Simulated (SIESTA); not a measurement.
**Energy of FePt along an even scaling of the cell**

System: FePt (P4/mmm, 2 atoms in the cell).
Method: Kohn-Sham DFT of a periodic cell, PBE, PseudoDojo 0.4 standard, converted to PSML, spin-polarised (SIESTA 5.4.2).

The 7 runs differ only in the geometry, by an even scaling of the cell at fixed fractional positions. The structure derives from an entry of the Crystallography Open Database.

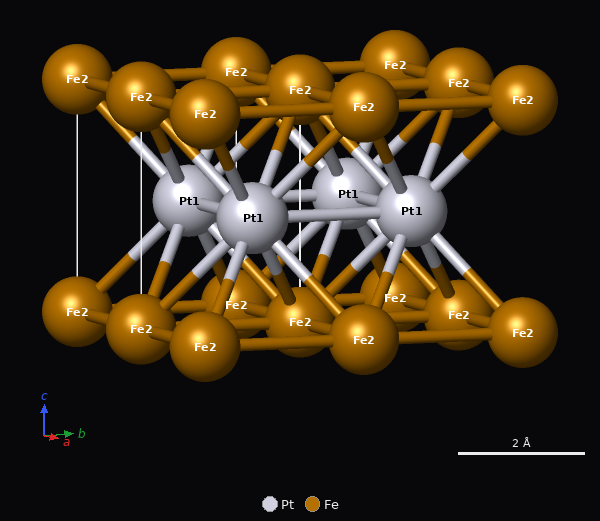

Figure 1. The structure of run 4 (ball-and-stick view of the cell of the calculation, repeated 2 × 2 × 1, seen slightly off an axis; atoms are numbered from 1 in the order of the input).

## Input of run 4
```
SystemName                      Tetraferroplatinum
SystemLabel                     FePt
NumberOfSpecies                 2
NumberOfAtoms                   2
%block ChemicalSpeciesLabel
  1  78 Pt
  2  26 Fe
%endblock ChemicalSpeciesLabel

LatticeConstant                 1.0 Ang
%block LatticeVectors
     2.7235000000     0.0000000000     0.0000000000
     0.0000000000     2.7235000000     0.0000000000
     0.0000000000     0.0000000000     3.7200000000
%endblock LatticeVectors
AtomicCoordinatesFormat         Fractional
%block AtomicCoordinatesAndAtomicSpecies
     0.5000000000     0.5000000000     0.5000000000  1  Pt
     0.0000000000     0.0000000000     0.0000000000  2  Fe
%endblock AtomicCoordinatesAndAtomicSpecies

%block kgrid.MonkhorstPack
   10   0   0  0.0
    0  10   0  0.0
    0   0   7  0.0
%endblock kgrid.MonkhorstPack
XC.Functional                   GGA
XC.Authors                      PBE
PAO.BasisSize                   DZP
PAO.EnergyShift                 0.002 Ry
Mesh.Cutoff                     800 Ry
Spin                            polarized
%block DM.InitSpin
    1   0.000
    2   3.000
%endblock DM.InitSpin
OccupationFunction              FD
ElectronicTemperature           0.05 eV
MaxSCFIterations                200
SCF.MustConverge                false
SCF.Mixer.Method                Pulay
SCF.Mixer.Weight                0.1
SCF.Mixer.History               10
SCF.DM.Tolerance                5.0e-05
SCF.H.Tolerance                 1.0e-03 eV
WriteForces                     true
Charge.Mulliken                 end
Charge.Hirshfeld                end
Charge.Voronoi                  end
SaveRho                         true
SaveElectrostaticPotential      true
```

Command:
```bash
siesta < FePt.fdf > FePt.out 2>&1
```

Run 3 has the same physical settings and fractional positions; its lattice vectors (Å) are:
```
   2.705221    0.000000    0.000000
   0.000000    2.705221    0.000000
   0.000000    0.000000    3.695033
```

## Results, with one run withheld

```csv
run,volume per atom (Å³),"free energy per atom, from the lowest run given (meV)",pressure (GPa)
1,12.969,73.39,21.74
2,13.245,41.08,15.80
3,13.521,?,?
4,13.796,5.83,5.69
5,14.072,0.00,1.03
6,14.348,1.65,−2.73
7,14.624,9.09,−5.87
```

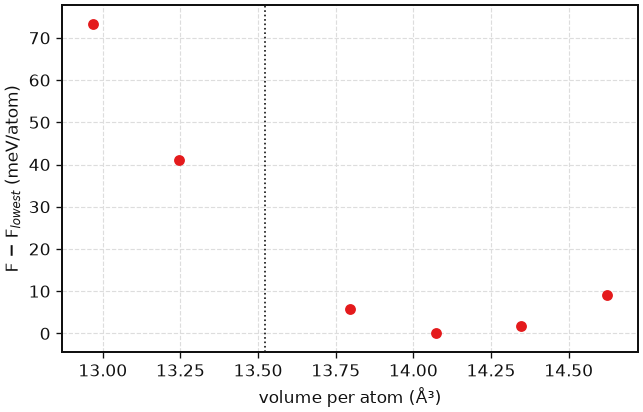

Figure 2. Free energy per atom of the runs given; the dotted line marks run 3.

What should run 3 give?

A cubic polynomial in V^(−2/3) (the Birch–Murnaghan form), fitted to the 6 runs given, misses them by at most 0.17 meV per atom. With x = V^(−2/3) − 0.17363 Å⁻², it reads F = 4.8509 + 3694 x + 6.9721e+05 x² + 2.7364e+06 x³ (meV per atom). At run 3 it gives 18.96 meV per atom, and the run itself gives 19.15. The slope of the fit gives a pressure −dF/dV of 10.20 GPa there, and the run prints 9.91 GPa. The two needn't agree exactly: the fit is approximate, and the printed stress is taken on a finite basis. The fit has its minimum at 14.150 Å³ per atom, where V d²F/dV² gives 199 GPa. Cell shape and fractional positions are held, so this is the stiffness under even scaling; the relaxed bulk modulus wasn't computed.

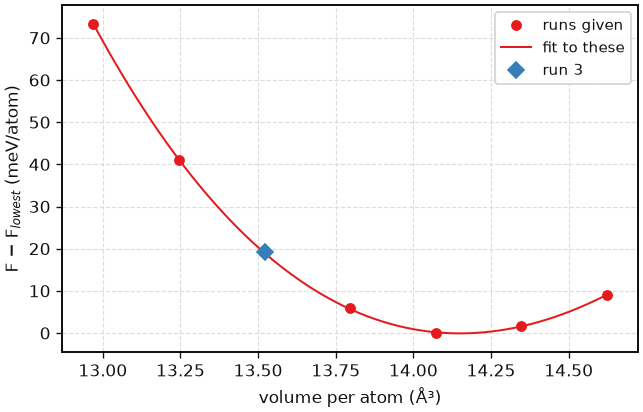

Figure 3. The fit and the withheld run.

## Some lines of the output (run 3)
```
[...]
outcell: Cell volume (Ang**3)        :     27.0411
stepf: Fermi-Dirac step function
siesta: Etot    =     -6955.844882
siesta: FreeEng =     -6955.868583
        iscf     Eharris(eV)        E_KS(eV)     FreeEng(eV)     dDmax    Ef(eV) dHmax(eV)
siesta: E_KS(eV) =            -6964.0358
siesta: E_KS - E_eggbox =     -6964.0358
siesta: Etot    =     -6964.035790
siesta: FreeEng =     -6964.046543
siesta:         Fermi =      -4.419225
siesta: Cell volume =         27.041064 Ang**3
    Orbital volume contribution        =           2.068711 eV
```

Notes: Points of doubt noted for this run: mulliken charges of long orbitals. Spin–orbit coupling is left out, which matters for Pt. With a small basis of atomic orbitals these values can differ much from converged plane-wave results.
